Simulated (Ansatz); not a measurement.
**B₆N₅ (slab): density, localisation and related maps**

The calculation's input:

```
crystal:
  lattice:
    - [2.5064380879, 0.0, 0.0]
    - [-1.2532190439, 2.1706390571, 0.0]
    - [0.0, 0.0, 32.2336959907]
  atoms:
    - { symbol: B, position: [0.6666666667, 0.3333333333, 0.2636992048] }
    - { symbol: "N", position: [0.3333333333, 0.6666666667, 0.2636992048] }
    - { symbol: B, position: [0.3333333333, 0.6666666667, 0.3663378844] }
    - { symbol: "N", position: [0.6666666667, 0.3333333333, 0.3663378844] }
    - { symbol: B, position: [0.6666666667, 0.3333333333, 0.4689765641] }
    - { symbol: "N", position: [0.3333333333, 0.6666666667, 0.4689765641] }
    - { symbol: B, position: [0.3333333333, 0.6666666667, 0.5716152439] }
    - { symbol: "N", position: [0.6666666667, 0.3333333333, 0.5716152439] }
    - { symbol: B, position: [0.6666666667, 0.3333333333, 0.6742539235] }
    - { symbol: "N", position: [0.3333333333, 0.6666666667, 0.6742539235] }
    - { symbol: B, position: [0.6666666667, 0.3333333333, 0.7263732957], spin: 1.0 }
basis:
  ecutwfc: 420
kpoints:
  mp_grid: { grid: [12, 12, 1] }
hamiltonian:
  xc: pbe
  dispersion: d3bj
scf:
  occupations: { method: gaussian, width: 0.05 }
output:
  forces: true
  eigenvalues: true
  populations: true
  write_density: true
  write_potential: true
  elf: true
  volumetric_format: npy
magnetization:
  spin_polarized: true
relax:
  adjacent_minimum: "off"
  f_tol: 0.03
  max_steps: 70
  constraints: [{ sites: [0, 1, 2, 3] }]
efield:
  axis: 3
  dipole_correction: true
  ramp_width: 0.04
```

Command:

```sh
ansatz run input.yaml --threads 1 --pin off --max-ram 2560MiB --backend cpu --events-out ev --progress --plain --runs-dir out
```

The fields are those of the relaxed geometry.

The program warned that a starting moment wasn't kept; spin-polarised, but the moments vanished.

Theory: DFT PBE+D3(BJ), scalar-relativistic, plane waves, PAW in Ansatz 0.2.0.

In a PAW calculation such maps are meaningful between the atoms, not at the nuclei.

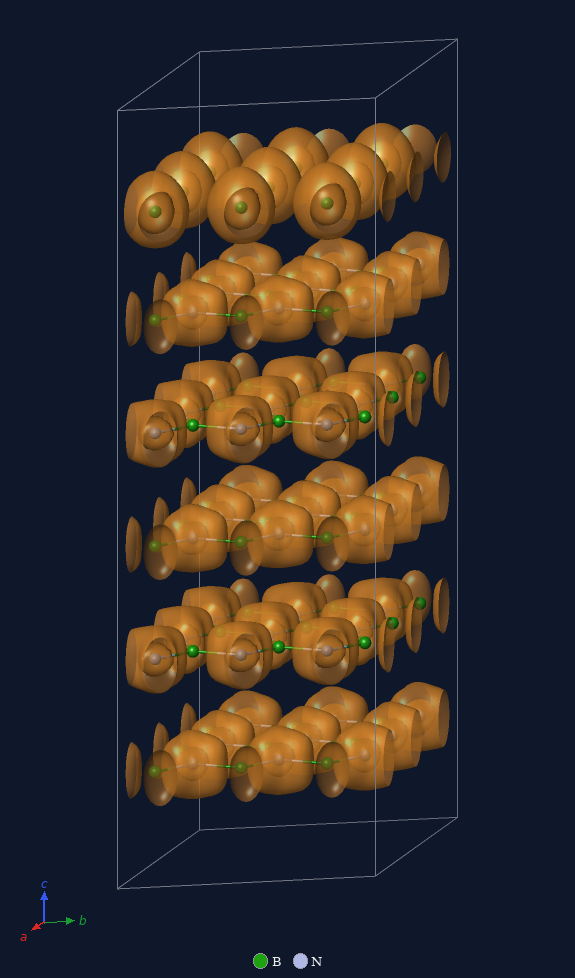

Figure 1. Isosurface of the ELF at 0.7 (orange), seen slightly off an axis. Only the valence region is drawn (cores and ρ < 0.01 e/Å³ removed). Sticks mark near contacts.

Identify the bonds, lone pairs and shells in this picture.

Answer. The ELF exceeds this value in five regions on N in which the atom's valence shell and bonds are merged and one region wrapped around B (its valence shell), counted in one cell of 11 atoms. Counts are for one cell; the picture repeats the cell along the surface. Profiles from the grid: B–N (1.45 Å): the ELF peaks at about 0.95 between the atoms.

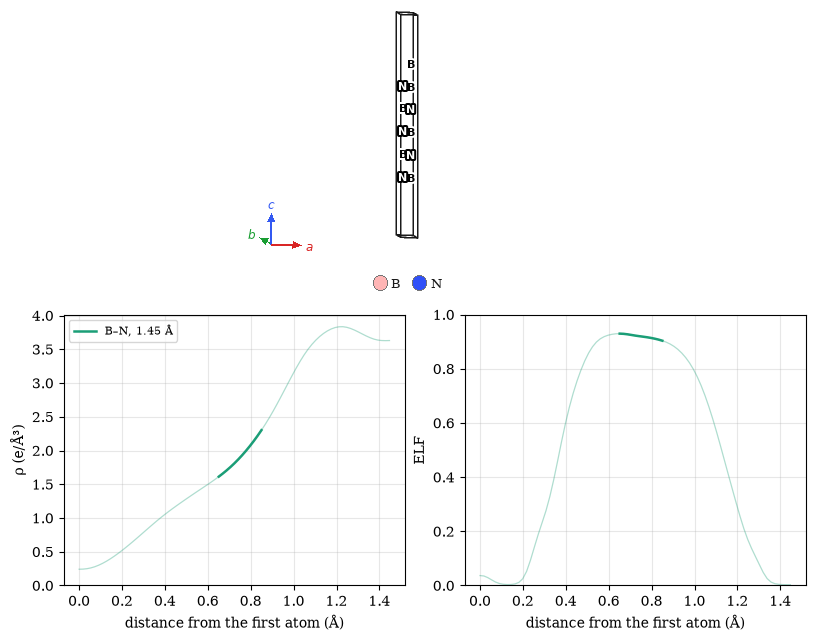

Figure 2. Valence pseudo-density and ELF along straight lines between neighbouring atoms. Thin, pale parts lie inside the atomic spheres. The structure is drawn too.

What can be read from the curves?

Answer. B–N (1.45 Å): the density is about 1.8 e/Å³ at the midpoint; the ELF peaks at about 0.95 between the atoms.

Does the calculation give a band gap?

Answer. It is gapless in this calculation (a metal or semimetal).
